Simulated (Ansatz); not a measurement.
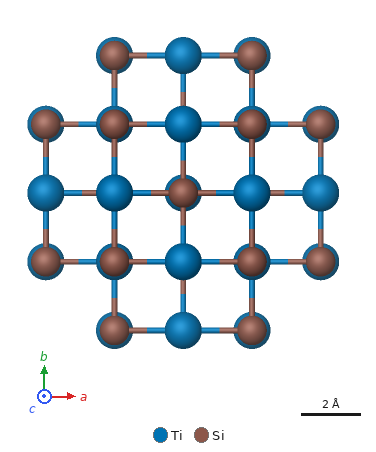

This is the input geometry for a relaxation of a crystal of TiSi (a generated structure, set up in Fm-3m) (coarse preliminary run). Style: ball-and-stick. Shown: the conventional cell (4 times the calculation's cell), along the c axis. Lengths and directions refer to the drawn axes.

Case: C → Si on all its sites, cell and atoms relaxed.

These are results of Ansatz 0.2.0, DFT PBEsol, scalar-relativistic, plane waves, PAW, not measurements.

Input
```yaml
crystal:
  lattice:
    - [0.0, 2.3543978762, 2.3543978762]
    - [2.3543978762, 0.0, 2.3543978762]
    - [2.3543978762, 2.3543978762, 0.0]
  atoms:
    - { symbol: Ti, position: [0.0, 0.0, 0.0] }
    - { symbol: Si, position: [0.5, 0.5, 0.5] }
basis:
  ecutwfc: 420
kpoints:
  mp_grid: { grid: [8, 8, 8] }
hamiltonian:
  xc: pbesol
scf:
  occupations: { method: gaussian, width: 0.1 }
output:
  forces: true
  stress: true
  eigenvalues: true
relax:
  adjacent_minimum: "off"
  f_tol: 0.05
  max_steps: 60
  cell: { stress_tol: 0.5 }
```

Launched with:
```bash
ansatz run input.yaml --threads 1 --pin off --max-ram 2560MiB --backend cpu --events-out ev --progress --plain --runs-dir out
```

> Predict the outcome.

After 3 accepted moves (4 points after the start) the energy has fallen by 282 meV per atom. All forces vanish by symmetry, so only the cell relaxes. The pressure goes from 36.39 to 0.21 GPa. At 1 point the geometry stayed and the basis and grid were re-selected for the new cell (energy shift of 2.4 meV per atom at most each time). No atom moves by more than 0.005 Å relative to the cell. Cell: a = b = c 4.709 → 5.033 Å (+6.9 %). Volume +22.1 %. Near-neighbour distances that change, for instance: Ti1–Si2 2.354 → 2.517 Å. The space group stays Fm-3m (No. 225). The run took 3.3 s on 1 thread of Intel(R) Xeon(R) Platinum 8488C (Sapphire Rapids) (shared host), peak memory 0.36 GiB.

After the run, drawn alike:

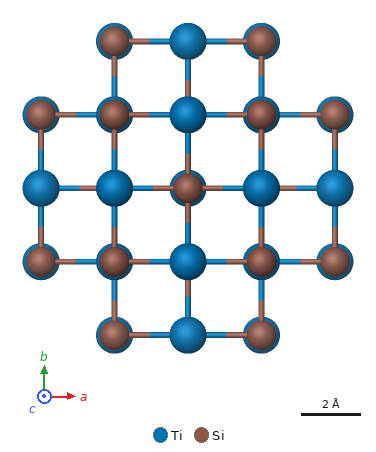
